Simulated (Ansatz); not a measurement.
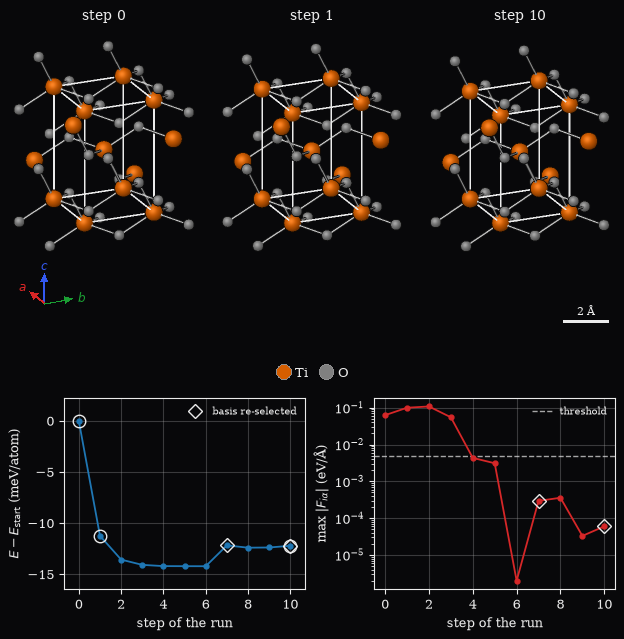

Frames of a relaxation of crystalline TiO2 (built on the tetragonal host type), marked on the history of the run. A ball-and-stick model of the cell of the calculation, seen from a free direction.

Method: Ansatz 0.2.0, DFT, PBEsol, plane waves, PAW.

Input
```yaml
crystal:
  lattice:
    - [3.3885189007, 0.0, 0.0]
    - [0.0, 3.3885189007, 0.0]
    - [0.0, 0.0, 5.3419908032]
  atoms:
    - { symbol: Ti, position: [0.0, 0.0, 0.0] }
    - { symbol: Ti, position: [0.5, 0.5, 0.5] }
    - { symbol: O, position: [0.0, 0.5, 0.3431934238] }
    - { symbol: O, position: [0.0, 0.5, 0.8431934238] }
    - { symbol: O, position: [0.5, 0.0, 0.6568065762] }
    - { symbol: O, position: [0.5, 0.0, 0.1568065762] }
kpoints:
  mp_grid: { grid: [8, 8, 4] }
hamiltonian:
  xc: pbesol
scf:
  occupations: { method: fermi_dirac, width: 0.02 }
relax:
  f_tol: 0.005
  cell: {}
```

Command:
```bash
ansatz run input.yaml --threads 2 --pin off --max-ram 29491MiB --backend cpu --events-out ev --progress --plain --runs-dir out
```

**Describe the path.**

After 8 accepted moves (10 points after the start) the energy has fallen by 12.2 meV per atom. Largest force component: 0.063 eV/Å at the start, under 0.0001 eV/Å at the end. Pressure: −7.10 GPa at the start and −0.02 GPa at the end. At 2 points the geometry stayed and the basis and grid were re-selected for the new cell (energy shift of 2.0 meV per atom at most each time). The largest moves relative to the cell, 0.051 Å, are those of O3, O4, O5 and O6. O4 goes along −c. Ti stays in place. Cell: a = b 3.389 → 3.361 Å (−0.8 %), c 5.342 → 5.134 Å (−3.9 %). Volume −5.4 %. Near-neighbour distances that change, for instance: Ti1–O4 1.890 → 1.886 Å. The space group stays P4_2/nmc (No. 137). From step 0 to 1: O atoms move most (0.02 Å), volume −3.4 %, energy −11.2 meV per atom. From step 1 to 10: O atoms move most (0.03 Å), volume −2.2 %, energy −1.0 meV per atom.

| step | E − E(0), meV/atom | largest force component, eV/Å | pressure, GPa | volume, Å³/atom | note |
| --- | --- | --- | --- | --- | --- |
| 0 | 0.00 | 0.0626 | -7.10 | 10.223 |  |
| 1 | -11.23 | 0.0997 | -1.23 | 9.879 |  |
| 2 | -13.56 | 0.1078 | 1.00 | 9.718 |  |
| 3 | -14.07 | 0.0548 | 0.72 | 9.695 |  |
| 4 | -14.19 | 0.0043 | -0.05 | 9.697 |  |
| 5 | -14.20 | 0.0031 | -0.01 | 9.697 |  |
| 6 | -14.20 | 0.0000 | 0.00 | 9.696 |  |
| 7 | -12.16 | 0.0003 | -0.40 | 9.696 | same geometry, new basis |
| 8 | -12.39 | 0.0004 | 0.05 | 9.663 |  |
| 9 | -12.37 | 0.0000 | 0.00 | 9.667 |  |
| 10 | -12.20 | 0.0001 | -0.02 | 9.667 | same geometry, new basis |
